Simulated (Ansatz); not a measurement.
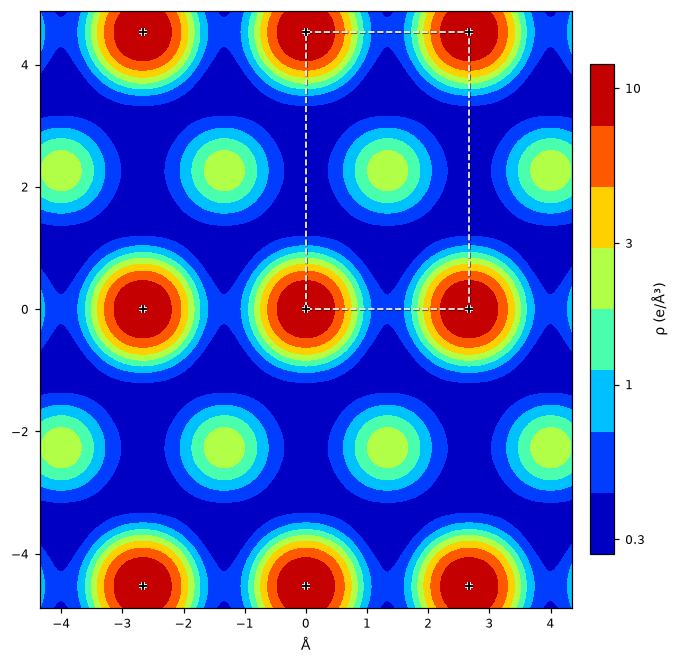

The valence pseudo-density on a plane through atoms (crosses mark nuclei in the plane).

Theory: DFT LDA, scalar-relativistic, plane waves, PAW in Ansatz 0.2.0.

Candidates:
A. SnS$_{2}$, a = 3.60 Å, b = 3.60 Å, c = 5.40 Å, α = 90.00°, β = 90.00°, γ = 120.00°. Space group P-3m1; computed pressure about 3 GPa in this cell.
B. Pt, a = 2.67 Å, b = 2.67 Å, c = 4.53 Å, α = 90.00°, β = 90.00°, γ = 120.00°. Space group P6₃/mmc; a structure from a database of computed crystals, not necessarily the ambient phase; computed pressure about 22 GPa in this cell.

Question: Which candidate gave the map?

Answer: Candidate B: Pt on the (100) plane of the conventional cell, which holds Pt. Pt–Pt (2.67 Å): ρ is about 0.46 e/Å³ halfway.
